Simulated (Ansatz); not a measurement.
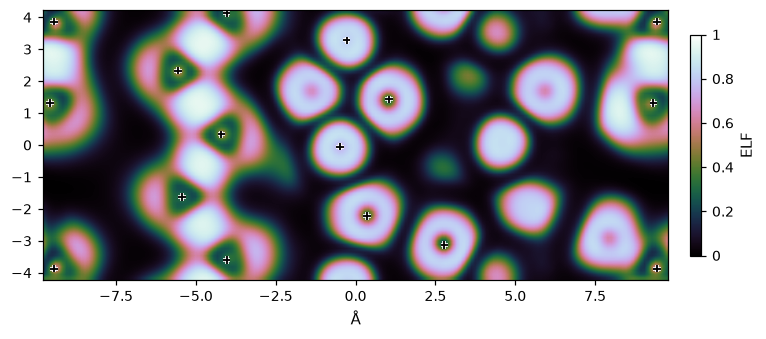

The electron localisation function on a plane through atoms (crosses mark nuclei in the plane).

The calculation used DFT PBE, scalar-relativistic, plane waves, PAW in Ansatz.

Candidates:
A. Hf₂Si₃O₄ (interface cell), a = 5.47 Å, b = 5.47 Å, c = 18.89 Å, α = 90.00°, β = 90.00°, γ = 90.00°. Computed pressure about −5 GPa in this cell.
B. BaTiO₃, a = 4.02 Å, b = 4.02 Å, c = 4.02 Å, α = 90.00°, β = 90.00°, γ = 90.00°. Space group Pm-3m; computed without spin polarisation.

Q: Which system is this?

A: Candidate A: Hf₂Si₃O₄ on the (110) plane of the calculation cell, which holds Si, Hf and O. Si–Si (2.32 Å): the ELF peaks at about 0.95 between the atoms, as expected for localised, covalent bonding.
